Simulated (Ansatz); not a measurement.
Read the following structure.

```
Al
1.0
    -1.57795    0.00000    2.46938
    -3.10246    0.00000   -2.43597
     2.34020   -4.05345   -0.01671
Al
3
Cartesian
  0.0000 0.0000 0.0000
  0.0000 -2.7023 0.0000
  -2.3402 -1.3512 0.0167
```

Give a crystallographic description of this input.

Answer. The element is aluminium. Strictly the space group is C2/m (No. 12, within 0.01 Å). It is a distorted form of a face-centred cubic structure, space group Fm-3m (No. 225) within 0.45 Å: face-centred cubic (Cu type). The cell holds three atoms.

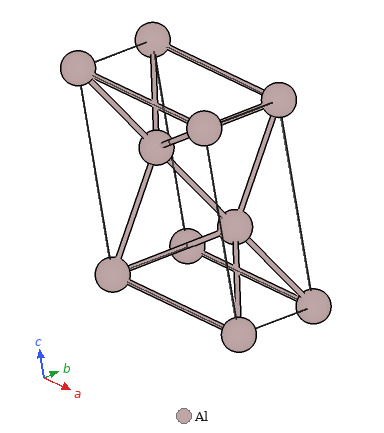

The figure gives a ball-and-stick picture of the atoms, viewed slightly off an axis. The unit cell is drawn as a box. Colours: aluminium light grey.

The initial geometry was a structure listed in the Materials Project. The cell was then strained or its atoms displaced on purpose. A calculation with Ansatz used it as input.

At this level of theory the cell isn't at rest (compressed, at 7 GPa), so its distances can differ from those at equilibrium, the more so the softer the solid.
